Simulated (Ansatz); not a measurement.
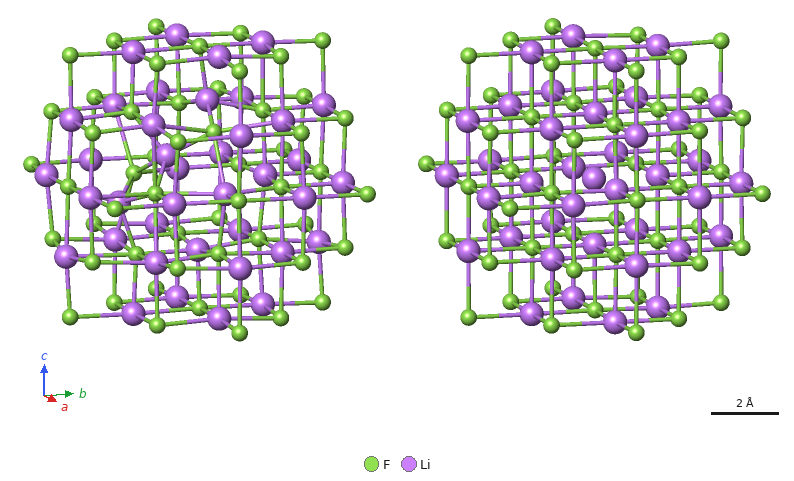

Two geometries of a defect cell of composition F31Li33 (cell charge +2), drawn at one scale. One is the start of a relaxation, the other its converged end. The picture is a ball-and-stick view of the atoms within 5.8 Å of the atom that moves most (axes of the cell of the calculation (origin shifted)), seen slightly off an axis.

Theory: DFT, PBEsol, PAW, plane waves in Ansatz. (plane-wave cutoff 420 eV; k-point mesh 1 × 1 × 1; mesh shifted by (0.25, 0.25, 0.25); no spin polarisation; atoms relaxed in a fixed cell; force threshold 0.03 eV/Å; at most 80 steps)

### Which of the two is the end point?

The left one is the relaxed one. The atoms of the start lie slightly off their symmetric places, so part of the fall in energy undoes that. The atom that moves furthest is a Li atom (1.39 Å along [1 −3 2]). By element the largest moves are Li 1.39 Å, F 0.77 Å. The cell stays as it was. Some distances before and after: Li–Li 2.031 → 3.359 Å, Li–Li 2.030 → 3.232 Å, F–Li 2.810 → 1.710 Å, Li–Li 3.456 → 2.359 Å. New bonds form, among them: F–Li (2.81 → 1.71 Å), F–Li (2.81 → 1.93 Å), F–Li (2.82 → 1.86 Å), F–Li (2.83 → 1.87 Å). Bonds break, among them: F–Li (1.99 → 2.87 Å), F–Li (2.02 → 2.78 Å). Bond angles that change, for instance: F–Li–F 178.5° → 116.9°, Li–F–Li 91.3° → 143.0°, Li–F–Li 178.8° → 140.3°. After 10 geometry steps the energy has fallen by 5.849 eV per cell of the calculation. The largest force component goes from 3.6 to 0.0088 eV/Å.

Limits of the set-up: the periodic images lie only 8.0 Å apart, so the values are limited by the cell's size; the cell is charged, on a uniform background, and energies carry no finite-size correction.
